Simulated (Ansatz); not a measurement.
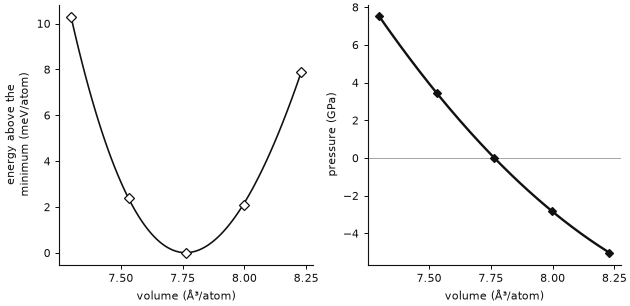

The plot gives the computed energy above the minimum and pressure against volume for HfH₃, space group P6_3/mmc (No. 194).

Cell as given: a = 4.725 Å, b = 4.725 Å, c = 3.213 Å, α = 90.00°, β = 90.00°, γ = 120.00°; 8 atoms.

Calculation (Ansatz 0.2.0): third-order Birch-Murnaghan fit to density functional energies at scaled volumes of the given relaxed cell, shape and atoms relaxed at each volume; energies count from the fitted minimum; plane waves with PAW datasets, Γ-centred k mesh. Level: r2SCAN, no spin polarisation.

```csv
setting,value
wave cutoff,500 eV
k mesh,9×9×12
occupations,Gaussian
smearing width,0.1 eV
```

Give the values behind the plot as a table.

```json
{"volume (Å³/atom)": "7.298", "energy above the minimum (meV/atom)": "10.3", "pressure (GPa)": "7.51"}
{"volume (Å³/atom)": "7.531", "energy above the minimum (meV/atom)": "2.4", "pressure (GPa)": "3.44"}
{"volume (Å³/atom)": "7.764", "energy above the minimum (meV/atom)": "0.0", "pressure (GPa)": "0.00"}
{"volume (Å³/atom)": "7.997", "energy above the minimum (meV/atom)": "2.1", "pressure (GPa)": "-2.82"}
{"volume (Å³/atom)": "8.230", "energy above the minimum (meV/atom)": "7.9", "pressure (GPa)": "-5.03"}
```
